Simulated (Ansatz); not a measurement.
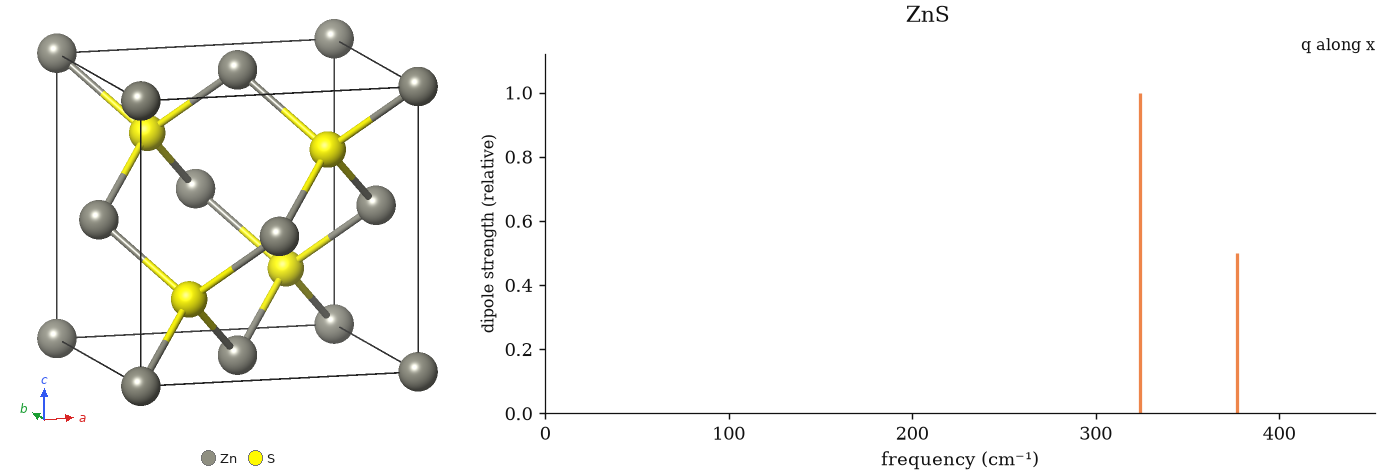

The figure shows the polar optical modes, transverse and longitudinal, approaching the zone centre along x for ZnS, space group F-43m (No. 216). The spectrum is scaled to its strongest line. The conventional cell is drawn beside the plot.

Starting cell:
```yaml
crystal:
  lattice:
    - [0.00000, 2.60685, 2.60685]
    - [2.60685, 0.00000, 2.60685]
    - [2.60685, 2.60685, 0.00000]
  atoms:
    - { symbol: Zn, position: [0.00000, 0.00000, 0.00000] }
    - { symbol: S, position: [0.75000, 0.75000, 0.75000] }
```

Calculation (Ansatz 0.2.0): optical phonons of an insulator on the approach to the zone centre along x, y and z with the field of polar modes, imaginary frequencies are negative, field response on a mesh refined by the program; plane waves with PAW datasets. Level: PBE, no spin polarisation.

wave cutoff 420 eV; k mesh 10×10×10; occupations fixed; pressure 12 GPa.

Question: Which of the stronger lines are transverse and which longitudinal?

Answer: The transverse (TO, twofold) lines lie at 324.2 and the longitudinal (LO) ones at 377.0 cm⁻¹, the same along x, y and z by the cubic symmetry.
